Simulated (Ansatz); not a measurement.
A series of calculations on TiAl₃

Part 1: Relaxation

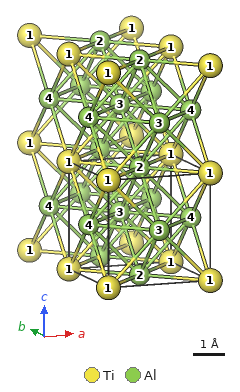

A crystal of TiAl₃ (set up in Pm-3m), before the relaxation. The picture is a ball-and-stick view of the cell of the calculation, repeated 1 × 2 × 2 with one cell outlined, seen slightly off an axis.

Case: relaxed at 50 GPa.

These are results of Ansatz 0.2.0, DFT PBEsol, scalar-relativistic, plane waves, PAW, not measurements.

The input:
```yaml
crystal:
  lattice:
    - [3.6425458328, 0.0, 0.0]
    - [0.0, 3.6425458328, 0.0]
    - [0.0, 0.0, 3.6425458328]
  atoms:
    - { symbol: Ti, position: [0.0, 0.0, 0.0] }
    - { symbol: Al, position: [0.5, 0.5, 0.0] }
    - { symbol: Al, position: [0.5, 0.0, 0.5] }
    - { symbol: Al, position: [0.0, 0.5, 0.5] }
basis:
  ecutwfc: 420
kpoints:
  mp_grid: { grid: [12, 12, 12] }
hamiltonian:
  xc: pbesol
scf:
  occupations: { method: gaussian, width: 0.1 }
output:
  forces: true
  stress: true
  eigenvalues: true
  write_density: true
  write_potential: true
  elf: true
  volumetric_format: npy
relax:
  adjacent_minimum: "off"
  f_tol: 0.008
  max_steps: 50
  cell: { stress_tol: 0.08, p_target: 50.0 }
```

Command:
```bash
ansatz run input.yaml --threads 1 --pin off --max-ram 2560MiB --backend cpu --events-out ev --progress --plain --runs-dir out
```

### Where does the relaxation end?

Over 2 accepted moves (3 points after the start) the energy rises by 80.6 meV per atom. With the target pressure of 50 GPa, the enthalpy E + pV changes by −5.6 meV per atom. All forces vanish by symmetry, so only the cell relaxes. The pressure goes from 43.63 to 49.97 GPa. The SCF was repeated once at an unchanged geometry on a basis and grid sized afresh for the cell, which shifted the energy by 0.1 meV per atom at most. The atoms keep their places relative to the cell (all moves are under 0.005 Å). The volume changes by −2.3 %, with a = b = c 3.643 → 3.615 Å (−0.8 %). Some distances before and after: Ti1–Al2 2.576 → 2.556 Å, Al2–Al3 2.576 → 2.556 Å. The space group stays Pm-3m (No. 221). The run took 18 s on 1 thread of Arm Neoverse V2, on a shared host, peak memory 0.35 GiB.

Step by step:

| step | E − E(0), meV/atom | pressure, GPa | volume, Å³/atom | note |
| --- | --- | --- | --- | --- |
| 0 | 0.00 | 43.63 | 12.082 |  |
| 1 | 87.20 | 50.51 | 11.785 |  |
| 2 | 80.50 | 49.99 | 11.806 |  |
| 3 | 80.58 | 49.97 | 11.806 | same geometry, new basis |

Part 2: Relaxation

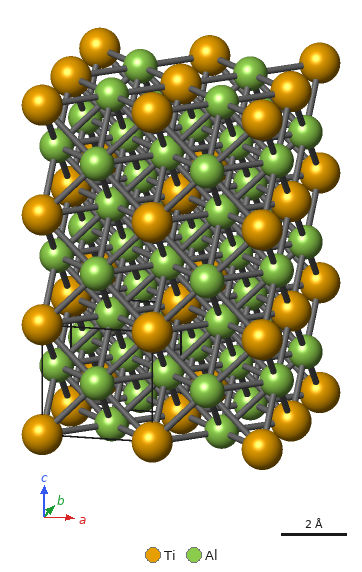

Starting structure of a crystal of TiAl3 (set up in Pm-3m). The picture is a ball-and-stick view of the cell of the calculation, repeated 2 × 2 × 3 with one cell outlined, seen slightly off an axis.

Case: relaxed at 90 GPa.

Theory: Ansatz 0.2.0, DFT PBEsol, scalar-relativistic, plane waves, PAW.

The input:
```yaml
crystal:
  lattice:
    - [3.5194627614, 0.0, 0.0]
    - [0.0, 3.5194627614, 0.0]
    - [0.0, 0.0, 3.5194627614]
  atoms:
    - { symbol: Ti, position: [0.0, 0.0, 0.0] }
    - { symbol: Al, position: [0.5, 0.5, 0.0] }
    - { symbol: Al, position: [0.5, 0.0, 0.5] }
    - { symbol: Al, position: [0.0, 0.5, 0.5] }
basis:
  ecutwfc: 420
kpoints:
  mp_grid: { grid: [12, 12, 12] }
hamiltonian:
  xc: pbesol
scf:
  occupations: { method: gaussian, width: 0.1 }
output:
  forces: true
  stress: true
  eigenvalues: true
  write_density: true
  write_potential: true
  elf: true
  volumetric_format: npy
relax:
  adjacent_minimum: "off"
  f_tol: 0.008
  max_steps: 50
  cell: { stress_tol: 0.08, p_target: 90.0 }
```

Launched with:
```bash
ansatz run input.yaml --threads 1 --pin off --max-ram 2560MiB --backend cpu --events-out ev --progress --plain --runs-dir out
```

Predict the outcome.

Answer. No atom moves by more than 0.005 Å relative to the cell. The volume changes by −3.6 %, with a = b = c 3.519 → 3.476 Å (−1.2 %). Near-neighbour distances that change, for instance: Ti1–Al2 2.489 → 2.458 Å, Al2–Al3 2.489 → 2.458 Å. The space group stays Pm-3m (No. 221). After 2 accepted moves (3 points after the start) the energy has risen by 204 meV per atom. With the target pressure of 90 GPa, the enthalpy E + pV changes by −18.0 meV per atom. All forces vanish by symmetry, so only the cell relaxes. Pressure: 75.77 GPa at the start and 89.98 GPa at the end. At 1 point the geometry stayed and the basis and grid were re-selected for the new cell (energy shift of 0.1 meV per atom at most each time). Cost: 15 s on 1 thread of Arm Neoverse V2 (shared host), peak memory 0.35 GiB.

Step by step:

```csv
step,"E − E(0), meV/atom","pressure, GPa","volume, Å³/atom",note
0,0.00,75.77,10.899,
1,201.22,89.79,10.508,
2,204.33,90.01,10.502,
3,204.46,89.98,10.502,"same geometry, new basis"
```

After the run, drawn alike:

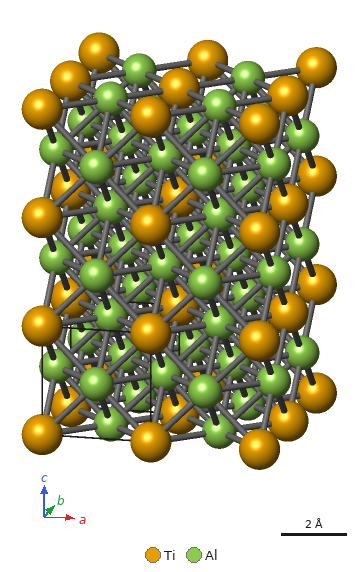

Part 3: Series

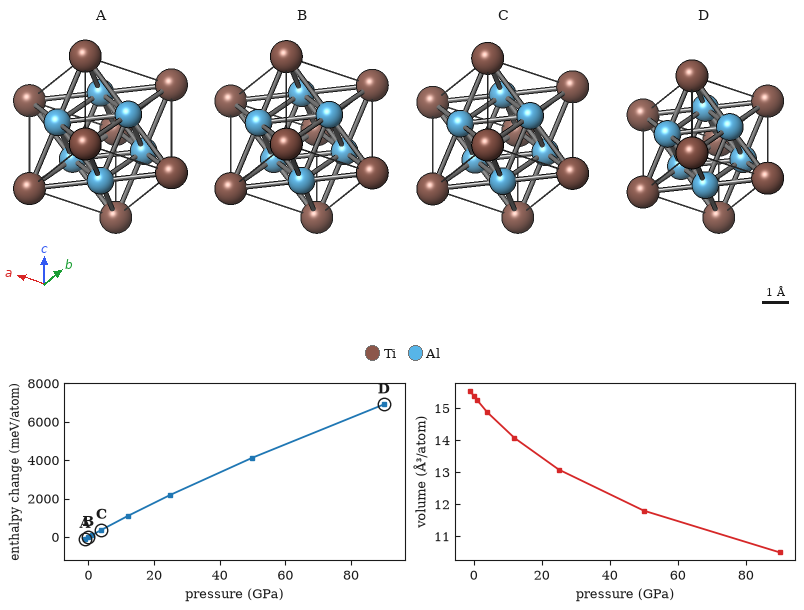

Members of a series of calculations on solid TiAl₃ (set up in Pm-3m), marked on the first curve. The picture is a ball-and-stick view of the cell of the calculation, seen from a free direction.

These are results of DFT PBEsol, scalar-relativistic, plane waves, PAW (Ansatz), not measurements. Settings: plane-wave cutoff 420 eV; occupations gaussian; smearing width 0.1 eV; no spin polarisation. The k-mesh is chosen for each cell (10×10×10, 12×12×12).

### How does the crystal respond to pressure?

The structure is relaxed at several pressures. A (pressure −1.0 GPa): enthalpy change −96.5 meV/atom, volume 15.54 Å³ per atom. B (pressure 0.0 GPa): enthalpy change 0.0 meV/atom, volume 15.39 Å³ per atom. C (pressure 4.0 GPa): enthalpy change 378 meV/atom, volume 14.88 Å³ per atom. D (pressure 90.0 GPa): enthalpy change 6907 meV/atom, volume 10.50 Å³ per atom. The rest compares A with D. The volume changes by −32.4 %, with a = b = c 3.961 → 3.476 Å (−12.2 %). Near-neighbour distances before and after: Al–Ti 2.801 → 2.458 Å, Al–Al 2.801 → 2.458 Å.
